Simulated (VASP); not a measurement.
## SnO₂: geometry relaxation (part 2 of 3)

SnO₂ (Fm-3m, 3 atoms in the cell); Kohn-Sham DFT of a periodic cell, MS2, VASP PAW PBE potentials, recommended, no spin polarisation (VASP 6.6.1); cutoff 600 eV, 9×9×9 k-mesh, Gaussian smearing of 0.05 eV. The structure derives from a Materials Project entry.

Geometry of the input (Å; fractional positions):
```
0.0000  2.5741  2.5741
2.5741  0.0000  2.5741
2.5741  2.5741  0.0000
Sn 0.0000  0.0000  0.0000
O  0.7500  0.7500  0.7500
O  0.2500  0.2500  0.2500
```

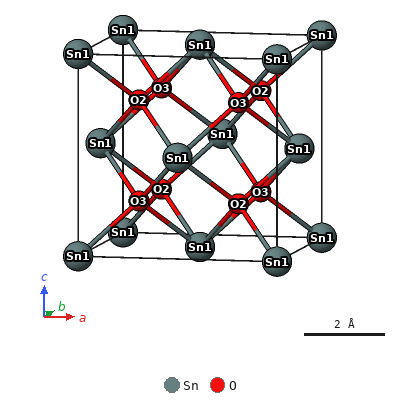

**Figure 1.** The input geometry (ball-and-stick view of the cell 4 times as large as that of the calculation, set on its symmetry axes, seen slightly off an axis; atoms are numbered from 1 in the order of the input).

Parts of OUTCAR, continued
```
  position of ions in fractional coordinates (direct lattice)
     0.000000000  0.000000000  0.000000000
     0.750000000  0.750000000  0.750000000
     0.250000000  0.250000000  0.250000000

  ion indices of the primitive-cell ions
   primitive index   ion index
                 1           1
                 2           2
                 3           3

----------------------------------------------------------------------------------------

 KPOINTS: Automatic mesh

Automatic generation of k-mesh.
 Grid dimensions read from file:
 generate k-points for:    9    9    9

 Generating k-lattice:

  Cartesian coordinates                     Fractional coordinates (reciprocal lattice)
    -0.021582097  0.021582097  0.021582097     0.111111111  0.000000000  0.000000000
     0.021582097 -0.021582097  0.021582097     0.000000000  0.111111111  0.000000000
     0.021582097  0.021582097 -0.021582097     0.000000000  0.000000000  0.111111111

  Length of vectors
     0.037381289  0.037381289  0.037381289

  Shift w.r.t. Gamma in fractional coordinates (k-lattice)
     0.000000000  0.000000000  0.000000000

 Subroutine IBZKPT returns following result:
 ===========================================

 Found     35 irreducible k-points:

 Following reciprocal coordinates:
            Coordinates               Weight
  0.000000  0.000000  0.000000      1.000000
  0.111111  0.000000  0.000000      8.000000
  0.222222  0.000000  0.000000      8.000000
  0.333333  0.000000  0.000000      8.000000
  0.444444  0.000000  0.000000      8.000000
  0.111111  0.111111  0.000000      6.000000
  0.222222  0.111111  0.000000     24.000000
  0.333333  0.111111  0.000000     24.000000
  0.444444  0.111111  0.000000     24.000000
 -0.444444  0.111111  0.000000     24.000000
 -0.333333  0.111111  0.000000     24.000000
 -0.222222  0.111111  0.000000     24.000000
 -0.111111  0.111111  0.000000     12.000000
  0.222222  0.222222  0.000000      6.000000
  0.333333  0.222222  0.000000     24.000000
  0.444444  0.222222  0.000000     24.000000
 -0.444444  0.222222  0.000000     24.000000
 -0.333333  0.222222  0.000000     24.000000
 -0.222222  0.222222  0.000000     12.000000
  0.333333  0.333333  0.000000      6.000000
  0.444444  0.333333  0.000000     24.000000
 -0.444444  0.333333  0.000000     24.000000
 -0.333333  0.333333  0.000000     12.000000
  0.444444  0.444444  0.000000      6.000000
 [... further k-points ...]
   k-points           NKPTS =     35   k-points in BZ     NKDIM =     35   number of bands    NBANDS=     17
   number of dos      NEDOS =    301   number of ions     NIONS =      3
   total plane-waves  NPLWV =  27000
   dimension x,y,z NGX =    30 NGY =   30 NGZ =   30
   dimension x,y,z NGXF=    60 NGYF=   60 NGZF=   60
   ions per type =               1   2
   NGX,Y,Z   is equivalent  to a cutoff of  13.70, 13.70, 13.70 a.u.
   NGXF,Y,Z  is equivalent  to a cutoff of  27.40, 27.40, 27.40 a.u.
 SYSTEM =  SnO2
   PREC   = accura    normal or accurate (medium, high low for compatibility)
   ISTART =      0    job   : 0-new  1-cont  2-samecut
   ICHARG =      2    charge: 1-file 2-atom 10-const
   ISPIN  =      1    spin polarized calculation?
   LNONCOLLINEAR =      F non collinear calculations
   LSORBIT =      F    spin-orbit coupling
   LASPH  =      T    aspherical Exc in radial PAW
   ENCUT  =  600.0 eV  44.10 Ry    6.64 a.u.   7.27  7.27  7.27*2*pi/ulx,y,z
   NELM   =     60;   NELMIN=  2; NELMDL= -5     # of ELM steps
   EDIFF  = 0.1E-06   stopping-criterion for ELM
   LREAL  =      F    real-space projection
   EDIFFG = -.5E-02   stopping-criterion for IOM
   NSW    =     60    number of steps for IOM
   IBRION =      2    ionic relax: 0-MD 1-quasi-New 2-CG
   NFREE  =      1    steps in history (QN), initial steepest desc. (CG)
   ISIF   =      3    stress and relaxation
   ISYM   =      2    0-nonsym 1-usesym 2-fastsym
   POTIM  = 0.5000    time-step for ionic-motion
   TEBEG  =    0.0;   TEEND  =   0.0 temperature during run
   PSTRESS=    0.0 pullay stress
   NELECT =      26.0000    total number of electrons
   NUPDOWN=      -1.0000    fix difference up-down
   EMIN   =  10.00;   EMAX   =-10.00  energy-range for DOS
   EFERMI =   0.00;   METHOD = LEGACY
   ISMEAR =     0;   SIGMA  =   0.05  broadening in eV -4-tet -1-fermi 0-gaus
   EFERMI_NEDOS =   21; number of points for ismear=-14 and -15
   IALGO  =     38    algorithm
   IMIX   =      4    mixing-type and parameters
     AMIX     =   0.40;   BMIX     =  1.00
     AMIX_MAG =   1.60;   BMIX_MAG =  1.00
  volume/ion in A,a.u.               =      11.37        76.74
  Fermi-wavevector in a.u.,A,eV,Ry     =   1.495393  2.825884 30.425363  2.236201
  Thomas-Fermi vector in A             =   2.607544
   LORBIT       =      0    0 simple, 1 ext, 2 COOP (PROOUT), +10 PAW based schemes
   METAGGA = MS2    functional components
   LHFCALC =     F    Hartree Fock is set to
   AEXX    =    0.0000 exact exchange contribution
   IVDW    =     0    specifies the selected vdW correction
   LEPSILON=     F    determine dielectric tensor
   LRPA    =     F    only Hartree local field effects (RPA)
 conjugate gradient relaxation of ions
 non-spin polarized calculation
 Gauss-broadening in eV      SIGMA  =   0.05
  energy-cutoff  :      600.00
  volume of cell :       34.11
 maximum number of plane-waves:      1155
 NGX is ok and might be reduce to    30
   NGX = 15   NGY = 15   NGZ = 15

--------------------------------------- Ionic step        1  -------------------------------------------

 number of electron      25.9999996 magnetization

 Free energy of the ion-electron system (eV)
  ---------------------------------------------------
  ext. energy  EPLUGINS =         0.00000000
  ---------------------------------------------------
  free energy    TOTEN  =       -19.38309390 eV

  energy without entropy =      -19.38298442  energy(sigma->0) =      -19.38303916

------------------------ aborting loop because EDIFF is reached ----------------------------------------

  FORCE on cell =-STRESS in cart. coord.  units (eV):
  Direction    XX          YY          ZZ          XY          YZ          ZX
  --------------------------------------------------------------------------------------
  -------------------------------------------------------------------------------------
  Total       -2.1114557     -2.1114557     -2.1114557      0.0000000      0.0000000     -0.0000000
  in kB      -99.1655941    -99.1655941    -99.1655941      0.0000000      0.0000000     -0.0000000
  external PRESSURE =     -99.1655941 kB  Pullay stress =       0.0000000 kB

 VOLUME and BASIS-vectors are now :
 -----------------------------------------------------------------------------
  energy-cutoff  :      600.00
  volume of cell :       34.11
      direct lattice vectors                 reciprocal lattice vectors
     0.000000000  2.574150000  2.574150000    -0.194238875  0.194238875  0.194238875
     2.574150000  0.000000000  2.574150000     0.194238875 -0.194238875  0.194238875
     2.574150000  2.574150000  0.000000000     0.194238875  0.194238875 -0.194238875

 POSITION                                       TOTAL-FORCE (eV/Angst)
 -----------------------------------------------------------------------------------
      0.00000      0.00000      0.00000        -0.000000     -0.000000      0.000000
      3.86123      3.86123      3.86123         0.000000      0.000000     -0.000000
      1.28707      1.28707      1.28707        -0.000000      0.000000      0.000000
 -----------------------------------------------------------------------------------
    total drift:                                0.000000     -0.000000     -0.000000

  FREE ENERGIE OF THE ION-ELECTRON SYSTEM (eV)
  ---------------------------------------------------
  free  energy   TOTEN  =       -19.3830939049 eV

  energy  without entropy=      -19.3829844155  energy(sigma->0) =      -19.38303916

--------------------------------------- Ionic step        2  -------------------------------------------

 number of electron      26.0000001 magnetization

------------------------ aborting loop because EDIFF is reached ----------------------------------------

  FORCE on cell =-STRESS in cart. coord.  units (eV):
  Direction    XX          YY          ZZ          XY          YZ          ZX
  --------------------------------------------------------------------------------------
  -------------------------------------------------------------------------------------
  Total        2.6382800      2.6382800      2.6382800      0.0000000     -0.0000000      0.0000000
  in kB      137.4379269    137.4379269    137.4379269      0.0000000     -0.0000000      0.0000000
  external PRESSURE =     137.4379269 kB  Pullay stress =       0.0000000 kB

 VOLUME and BASIS-vectors are now :
 -----------------------------------------------------------------------------
  energy-cutoff  :      600.00
  volume of cell :       30.76
      direct lattice vectors                 reciprocal lattice vectors
     0.000000000  2.486747114  2.486747114    -0.201065881  0.201065881  0.201065881
     2.486747114  0.000000000  2.486747114     0.201065881 -0.201065881  0.201065881
     2.486747114  2.486747114  0.000000000     0.201065881  0.201065881 -0.201065881

 POSITION                                       TOTAL-FORCE (eV/Angst)
 -----------------------------------------------------------------------------------
      4.97349      2.48675      2.48675         0.000000     -0.000000      0.000000
      3.73012      3.73012      3.73012         0.000000      0.000000      0.000000
      1.24337      1.24337      1.24337        -0.000000     -0.000000     -0.000000
 -----------------------------------------------------------------------------------
    total drift:                                0.000000     -0.000000      0.000000

  FREE ENERGIE OF THE ION-ELECTRON SYSTEM (eV)
  ---------------------------------------------------
  free  energy   TOTEN  =       -19.3598227504 eV

  energy  without entropy=      -19.3598227504  energy(sigma->0) =      -19.35982275

--------------------------------------- Ionic step        3  -------------------------------------------

 number of electron      25.9999999 magnetization

------------------------ aborting loop because EDIFF is reached ----------------------------------------

  FORCE on cell =-STRESS in cart. coord.  units (eV):
  Direction    XX          YY          ZZ          XY          YZ          ZX
  --------------------------------------------------------------------------------------
  -------------------------------------------------------------------------------------
  Total       -0.1764582     -0.1764582     -0.1764582      0.0000000      0.0000000      0.0000000
  in kB       -8.6841738     -8.6841738     -8.6841738      0.0000000      0.0000000      0.0000000
  external PRESSURE =      -8.6841738 kB  Pullay stress =       0.0000000 kB

 VOLUME and BASIS-vectors are now :
 -----------------------------------------------------------------------------
  energy-cutoff  :      600.00
  volume of cell :       32.56
      direct lattice vectors                 reciprocal lattice vectors
     0.000000000  2.534338572  2.534338572    -0.197290135  0.197290135  0.197290135
     2.534338572  0.000000000  2.534338572     0.197290135 -0.197290135  0.197290135
     2.534338572  2.534338572  0.000000000     0.197290135  0.197290135 -0.197290135

 POSITION                                       TOTAL-FORCE (eV/Angst)
 -----------------------------------------------------------------------------------
      0.00000      0.00000      0.00000         0.000000      0.000000      0.000000
      3.80151      3.80151      3.80151        -0.000000     -0.000000     -0.000000
      1.26717      1.26717      1.26717         0.000000      0.000000      0.000000
 -----------------------------------------------------------------------------------
    total drift:                                0.000000     -0.000000     -0.000000

  FREE ENERGIE OF THE ION-ELECTRON SYSTEM (eV)
  ---------------------------------------------------
  free  energy   TOTEN  =       -19.4328171408 eV

  energy  without entropy=      -19.4328171408  energy(sigma->0) =      -19.43281714

--------------------------------------- Ionic step        4  -------------------------------------------

 number of electron      25.9999999 magnetization

------------------------ aborting loop because EDIFF is reached ----------------------------------------

  FORCE on cell =-STRESS in cart. coord.  units (eV):
  Direction    XX          YY          ZZ          XY          YZ          ZX
  --------------------------------------------------------------------------------------
  -------------------------------------------------------------------------------------
  Total       -0.0175075     -0.0175075     -0.0175075      0.0000000      0.0000000     -0.0000000
  in kB       -0.8646603     -0.8646603     -0.8646603      0.0000000      0.0000000     -0.0000000
  external PRESSURE =      -0.8646603 kB  Pullay stress =       0.0000000 kB

 VOLUME and BASIS-vectors are now :
 -----------------------------------------------------------------------------
  energy-cutoff  :      600.00
  volume of cell :       32.44
      direct lattice vectors                 reciprocal lattice vectors
     0.000000000  2.531355026  2.531355026    -0.197522669  0.197522669  0.197522669
     2.531355026  0.000000000  2.531355026     0.197522669 -0.197522669  0.197522669
     2.531355026  2.531355026  0.000000000     0.197522669  0.197522669 -0.197522669

 POSITION                                       TOTAL-FORCE (eV/Angst)
 -----------------------------------------------------------------------------------
      5.06271      2.53136      2.53136         0.000000     -0.000000     -0.000000
      3.79703      3.79703      3.79703         0.000000      0.000000     -0.000000
      1.26568      1.26568      1.26568        -0.000000     -0.000000      0.000000
 -----------------------------------------------------------------------------------
    total drift:                                0.000000     -0.000000      0.000000

  FREE ENERGIE OF THE ION-ELECTRON SYSTEM (eV)
  ---------------------------------------------------
  free  energy   TOTEN  =       -19.4327948723 eV

  energy  without entropy=      -19.4327948723  energy(sigma->0) =      -19.43279487

--------------------------------------- Ionic step        5  -------------------------------------------

 number of electron      25.9999999 magnetization

------------------------ aborting loop because EDIFF is reached ----------------------------------------
```
